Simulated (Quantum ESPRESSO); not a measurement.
**AlN (F-43m): a worked LO-TO splitting**

Aim: work out the LO frequency and the static dielectric constant of AlN (F-43m) from one linear-response run, then check them.

Program: Quantum ESPRESSO 7.5. Level of theory: DFT LDA, scalar-relativistic, plane waves, PseudoDojo norm-conserving pseudopotentials. Results are calculated unless marked as measured.

### 1. The relaxed structure

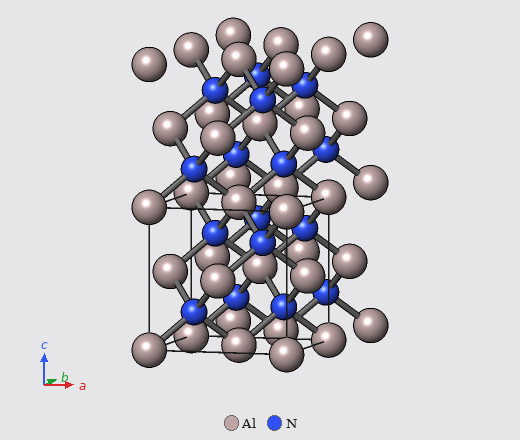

The starting structure, seen slightly off an axis (aluminium light grey, nitrogen blue). 1×2×2 cells are drawn. This picture shows the conventional cell, with its axes. Bonds to atoms that aren't drawn are left out. Some periodic images of atoms are drawn too.

This is the cell after its relaxation at this level of theory, not the database cell from which that began.

### 2. What the response run gave

A linear-response run on the relaxed cell, with the response to an electric field; only its zone-centre results are used. Cutoff 84 Ry, k mesh 8×8×8.

What it wrote:

```text
[banners, grids, parts of the stress and lines that vanish by symmetry left out]
Program PHONON v.7.5
     Reading xml data from directory:

[...]
Exchange-correlation= PW
                           (   1   4   0   0   0   0   0)
[...]
(   8 q-points):
[...]
kinetic-energy cut-off    =      84.0000  Ry
     charge density cut-off    =     336.0000  Ry
     convergence threshold     =      1.0E-18
[...]
Exchange-correlation= PW
                           (   1   4   0   0   0   0   0)
[...]
q = (   0.0000000   0.0000000   0.0000000 )
     25 Sym.Ops. (with q -> -q+G )
     G cutoff =  570.6307  (  14211 G-vectors)     FFT grid: ( 36, 36, 36)
     number of k points=    29
[...]
Mode symmetry, T_d (-43m)  point group:
[...]
Dielectric constant
[...]
End of electric fields calculation
          Dielectric constant in cartesian axis
          (       4.500014775       0.000000000       0.000000000 )
          (       0.000000000       4.500014775       0.000000000 )
          (       0.000000000       0.000000000       4.500014775 )
          Effective charges (d Force / dE) in cartesian axis without acoustic sum rule applied (asr)
           atom    1  Al    Mean Z*:        2.52838
      Ex  (        2.52838       -0.00000        0.00000 )
      Ey  (       -0.00000        2.52838       -0.00000 )
      Ez  (        0.00000       -0.00000        2.52838 )
           atom    2  N     Mean Z*:       -2.53146
      Ex  (       -2.53146       -0.00000        0.00000 )
      Ey  (       -0.00000       -2.53146        0.00000 )
      Ez  (        0.00000        0.00000       -2.53146 )
          Effective charges Sum: Mean:       -0.00308
[...]
Effective charges (d Force / dE) in cartesian axis with asr applied:
           atom    1  Al    Mean Z*:        2.52992
[...]
atom    2  N     Mean Z*:       -2.52992
[...]
Representation #   1 modes #   1   2   3
[...]
End of self-consistent calculation
     Convergence has been achieved
     Representation #   2 modes #   4   5   6
[...]
End of self-consistent calculation
     Convergence has been achieved
[...]
Dielectric constant in cartesian axis
          (       4.500014775       0.000000000       0.000000000 )
          (       0.000000000       4.500014775       0.000000000 )
          (       0.000000000       0.000000000       4.500014775 )
          Effective charges (d Force / dE) in cartesian axis without acoustic sum rule applied (asr)
           atom    1  Al    Mean Z*:        2.52838
[...]
Mode symmetry, C_s (m)     point group:
[...]
q = (    0.750000000  -0.250000000   0.750000000 )
[...]
Mode symmetry, C_s (m)     point group:
     freq (   1-   1) =        297.2  [cm-1]   --> A''
     freq (   2-   2) =        367.2  [cm-1]   --> A'
     freq (   3-   3) =        512.8  [cm-1]   --> A'
     freq (   4-   4) =        668.0  [cm-1]   --> A''
     freq (   5-   5) =        687.7  [cm-1]   --> A'
     freq (   6-   6) =        750.3  [cm-1]   --> A'
[...]
Mode symmetry, C_s (m)     point group:
[...]
q = (    0.500000000   0.000000000   0.500000000 )
[...]
Mode symmetry, C_s (m)     point group:
     freq (   1-   1) =        242.2  [cm-1]   --> A''
     freq (   2-   2) =        366.0  [cm-1]   --> A'
     freq (   3-   3) =        461.0  [cm-1]   --> A'
     freq (   4-   4) =        658.6  [cm-1]   --> A''
     freq (   5-   5) =        694.3  [cm-1]   --> A'
     freq (   6-   6) =        775.9  [cm-1]   --> A'
[...]
Mode symmetry, D_2d (-42m) point group:
[...]
Representation #   3 modes #   3   4
[...]
Convergence has been achieved
     Representation #   4 modes #   5   6
[...]
Convergence has been achieved
[...]
q = (    0.000000000  -1.000000000   0.000000000 )
[...]
freq (    5) =      20.239887 [THz] =     675.129951 [cm-1]
     freq (    6) =      21.672703 [THz] =     722.923561 [cm-1]
[...]
Mode symmetry, D_2d (-42m) point group:
     freq (   1-   2) =        341.0  [cm-1]   --> E    X_5  W_3
     freq (   3-   3) =        591.8  [cm-1]   --> B_2  X_3  W_2
     freq (   4-   5) =        675.1  [cm-1]   --> E    X_5  W_3
     freq (   6-   6) =        722.9  [cm-1]   --> A_1  X_1  W_1
[...]
Mode symmetry, S_4 (-4)    point group:
[...]
Convergence has been achieved
[...]
Convergence has been achieved
[...]
Convergence has been achieved
[...]
Convergence has been achieved
     Representation #   5 mode #   5
[...]
End of self-consistent calculation
     Convergence has been achieved
     Representation #   6 mode #   6
[...]
End of self-consistent calculation
     Convergence has been achieved
[...]
q = (   -0.500000000  -1.000000000   0.000000000 )
[...]
freq (    1) =      11.285735 [THz] =     376.451614 [cm-1]
     freq (    2) =      12.666795 [THz] =     422.518790 [cm-1]
     freq (    3) =      15.367545 [THz] =     512.606121 [cm-1]
     freq (    4) =      19.903670 [THz] =     663.914972 [cm-1]
     freq (    5) =      20.390486 [THz] =     680.153394 [cm-1]
     freq (    6) =      21.955595 [THz] =     732.359808 [cm-1]
[...]
Mode symmetry, S_4 (-4)    point group:
     freq (   1-   1) =        376.5  [cm-1]   --> B    W_3
     freq (   2-   2) =        422.5  [cm-1]   --> E    W_4
     freq (   3-   3) =        512.6  [cm-1]   --> E*   W_2
     freq (   4-   4) =        663.9  [cm-1]   --> A    W_1
     freq (   5-   5) =        680.2  [cm-1]   --> E    W_4
     freq (   6-   6) =        732.4  [cm-1]   --> B    W_3

   JOB DONE.
```

```tsv
quantity	value
cell volume Ω (Å³)	20.338
mass of Al (u)	26.982
mass of N (u)	14.007
Born charge of Al, raw (e)	2.528
Born charge of N, raw (e)	-2.531
ε∞	4.500
ω(TO) after the sum rule (cm⁻¹)	669.5
```

### 3. The calculation

The charges must sum to zero over the cell; taking off their mean, -0.002 e, leaves Z* = 2.530 e on Al. In the polar mode Al moves against N, so the reduced mass is μ = 26.98 × 14.01 / 40.99 = 9.220 u.

A longitudinal wave builds up a field that adds to the restoring force: ω(LO)² = ω(TO)² + 4π Z*² / (μ Ω ε∞), in Hartree atomic units. With μ = 16808 electron masses and Ω = 137.25 bohr³ the second term is 7.7483e-06 Ha², or 373230 cm⁻² (1 Ha = 219474.6 cm⁻¹).

So ω(LO) = √(448230 + 373230) = 906.3 cm⁻¹, and by the Lyddane-Sachs-Teller relation ε₀ = ε∞ (ω(LO)/ω(TO))² = 8.25.

### 4. Check against the program

The analysis program adds the same non-analytic term to the full matrix, here for q along (1 0 0).

What it wrote:

```text
[banner, memory and clock lines left out]
Program DYNMAT v.7.5

     Reading Dynamical Matrix from file x.dyn1
     ...Force constants read
     ...epsilon and Z* read

     Polarizability (A^3 units)
     multiply by 0.461537 for Clausius-Mossotti correction
         5.664569    0.000000    0.000000
         0.000000    5.664569    0.000000
         0.000000    0.000000    5.664569

     IR activities are in (D/A)^2/amu units

# mode   [cm-1]    [THz]      IR
    1     -0.00   -0.0000    0.0000
    2      0.00    0.0000    0.0000
    3      0.00    0.0000    0.0000
    4    669.50   20.0711   16.0152
    5    669.50   20.0711   16.0152
    6    906.34   27.1713   16.0152
```

ε₀ comes from the program's run without a direction of q.

```tsv
quantity	by hand	program
ω(LO) (cm⁻¹)	906.3	906.3
ε₀	8.25	8.25
```

### 5. Outcome

| Property | Result |
| --- | --- |
| TO mode | 669.5 cm⁻¹ |
| LO mode | 906.3 cm⁻¹ |
| static dielectric constant | 8.247 |

The LO mode of AlN (F-43m) lies at 906 cm⁻¹, 237 cm⁻¹ above the TO mode; the formula meets the program within 0.1 cm⁻¹, as it must for a cubic crystal with one polar mode. ω(LO)² − ω(TO)² goes with Z*²/ε∞: an error of 5 % in ε∞ would move the LO mode by 9.9 cm⁻¹, and semilocal functionals tend to overestimate ε∞. These are harmonic values at zero temperature, at the volume of this functional, for the structure held cubic; stability elsewhere in the zone is no part of this calculation.

[Host names and launcher messages were left out of these logs when they were recorded.]

[Logs are printed without paths, hosts, clocks, repeated set-up lines and the standing remarks that a program may print on its own settings, such as how far it seeks lower states.]

[Hosts, paths, dates, database ids (printed as entryN), source tags and the programs' standing remarks are cut or masked in the printed files.]
